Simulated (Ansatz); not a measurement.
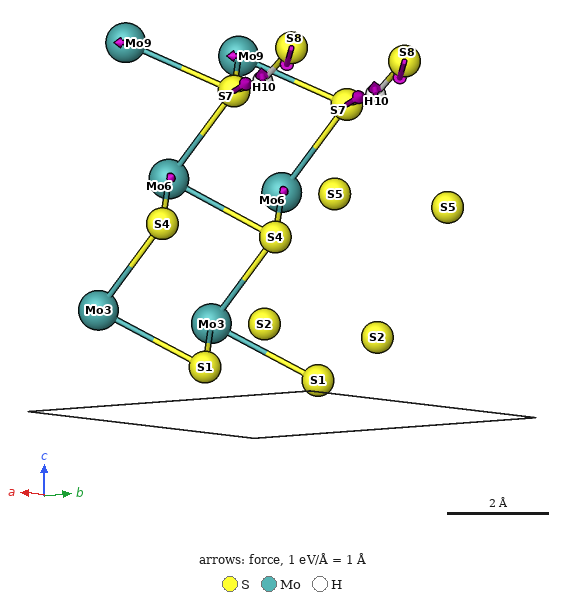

Starting geometry of a slab of composition Mo3HS6 (cut from the R3m phase) with the computed forces as purple arrows. A ball-and-stick model of the 2 × 1 repeat of the cell, outlined in the plane, without the vacuum, seen from a free direction.

Case: H put at a bridge S-S site. The slab is the (1 0 1) face of MoS2 with H on it. 5 atoms are held fixed.

Method: DFT PBEsol, scalar-relativistic, plane waves, PAW (Ansatz 0.2.0). (plane-wave cutoff 420 eV; k-point mesh 9 × 4 × 1; occupations gaussian; smearing width 0.05 eV; collinear spin; dipole correction; atoms relaxed in a fixed cell; force threshold 0.03 eV/Å; at most 70 steps)

**Is this structure relaxed? If not, where do the atoms go?**

It isn't relaxed: the largest force vector, on S8, is 1.13 eV/Å. The final displacements have little in common with the starting forces (cosine between the two patterns −0.09). H10 moves most: 1.31 Å at 39° to the normal (−c side). By element the largest moves are H 1.31 Å, Mo 0.25 Å, S 0.23 Å. The lattice vectors keep their values. Among the contacts that change: S8–H10 1.846 → 3.015 Å, S7–H10 1.789 → 1.472 Å, Mo6–Mo9 3.023 → 2.967 Å, S5–Mo6 2.400 → 2.419 Å. Bond angles that change, for instance: S4–Mo6–S7 82.5° → 79.1°, S5–Mo6–S8 82.7° → 85.9°, S7–Mo9–S8 143.4° → 146.2°. Over 14 accepted moves (15 points after the start) the energy falls by 0.368 eV per cell of the calculation. Largest force component: 0.96 eV/Å at the start, 0.025 eV/Å at the end. 1 step only repeated the SCF at the same geometry. The run may lie on a higher electronic state than the lowest, so the end point isn't shown to be the ground-state structure. Cost: 23 min on 2 threads of Arm Neoverse V1 (shared host), peak memory 2 GiB.

Limits of the set-up: the periodic images lie only 3.1 Å apart, so the values are limited by the cell's size.
